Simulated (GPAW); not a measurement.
## SiC (F-43m): refractive index against wavelength

The refractive index of SiC (F-43m) below the direct gap (4.54 eV on the mesh) is read from one computed spectrum, n = √(Re ε).

Cell: a, b, c = 3.082, 3.082, 3.082 Å (primitive vectors), 2 atoms.

Method: GPAW 26.7.0, PBE, RPA, k-mesh 14×14×14, local fields up to 60 eV, Lorentzian half width 0.15 eV.

Launch of the response step: `OMP_NUM_THREADS=1 python df.py`. The run took 40 s, its band step included, on 1 thread of Arm Neoverse N1 (shared host).

```tsv
wavelength (nm)	photon energy E (eV)	n
1064	1.165	2.6219
850	1.459	2.6388
700	1.771	2.6618
633	1.959	2.6783
532	2.331	2.7178
450	2.755	2.7762
405	3.061	?
```

In the single-oscillator model n² − 1 = E₀E_d/(E₀² − E²), so 1/(n² − 1) = E₀/E_d − E²/(E₀E_d) is linear in E².

Working, on the rows shown:

| x = E² (eV²) | y = 1/(n² − 1) |
| --- | --- |
| 1.35784 | 0.170231 |
| 2.12762 | 0.167693 |
| 3.13716 | 0.164334 |
| 3.83641 | 0.161988 |
| 5.43137 | 0.156582 |
| 7.59115 | 0.149092 |

Means: x̄ = 3.9136, ȳ = 0.16165. Σ(x − x̄)(y − ȳ) = -0.08871, Σ(x − x̄)² = 26.16. Slope = -0.08871 / 26.16 = -0.003391; intercept = ȳ − slope · x̄ = 0.17493. Turned back into n, the line misses the rows shown by at most 0.00073.

Question: Predict the last column of the withheld row from the fit.

Answer: At x = 9.3718 the line gives y = 0.14314, that is 2.8260. The run gave 2.8293, so the extrapolation is off by 0.0033, 1.6 % of the range in the table.

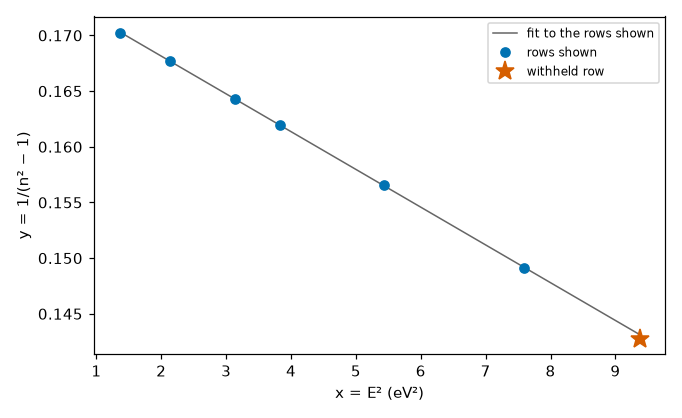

Refitted with all rows, the slope is -0.003426 and the intercept 0.17503. These give E₀ = √(intercept/−slope) = 7.15 eV and E_d = E₀/intercept = 40.8 eV; E₀ is 1.6 times the direct gap. The electronic limit at long wavelengths, without lattice vibrations, is n = √(1 + 1/intercept) = 2.591. Excitons are left out; PBE gaps are as a rule too small. The values come from a sum over the points of one k-mesh and carry its error, which grows as the direct gap shrinks. The local-field cutoff holds few shells of reciprocal vectors for this small cell, so ε∞ can read a few per cent high.

[Logs are printed without paths, hosts, clocks, repeated set-up lines and the standing remarks that a program may print on its own settings, such as how far it seeks lower states.]
